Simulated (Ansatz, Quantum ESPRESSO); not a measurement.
# Si, zinc blende or diamond type, strained in the (001) plane: the peak of the slowest decay at Γ at a withheld member of a series

How the rows were computed: Quantum ESPRESSO 7.5, PBE, GBRV ultrasoft. The cubic cell is relaxed first; each member is held at its strain in the plane while the axis along [001] relaxes. pwcond (ikind = 0) gives the complex bands along [001] at three points across. Fixed occupations. The series steps biaxial strain in the plane.

| biaxial strain in the plane | peak of the slowest decay at Γ (1/Å) |
| --- | --- |
| -4 % | 0.1620 |
| -3 % | 0.1650 |
| -2 % | 0.1580 |
| -1 % | 0.1450 |
| 0 % | 0.1320 |
| 2 % | 0.0850 |

To predict: What is the peak of the slowest decay at Γ at 1 %?

**Fit.** The rows at 0 % and 2 % give a slope of (0.0850 − (0.1320))/(2 − (0)) = −0.0235, so a straight line gives 0.1085 1/Å. A parabola through these and the row at -1 % gives 0.1120 1/Å.

What the calculation gave: 0.1040 1/Å. The line misses by +0.0045 and the parabola by +0.0080 1/Å. The line does better here.

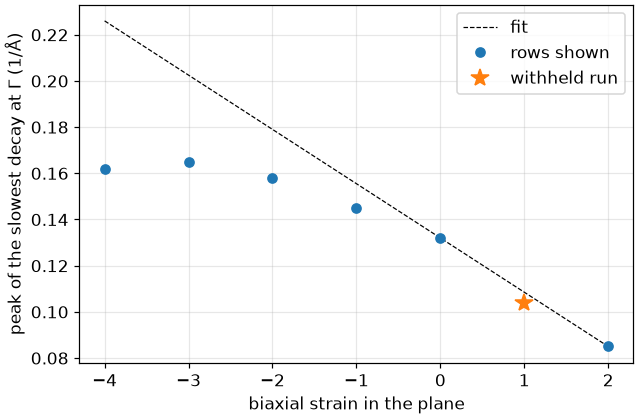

The rows shown, the fit and the withheld run.

Caveats: Atoms keep their symmetric sites, so polar or tilted distortions are left out; semilocal gaps and decay constants are too small; no spin-orbit coupling; three points across. Members without a usable value, or on the other side of zero field or charge, are not listed.
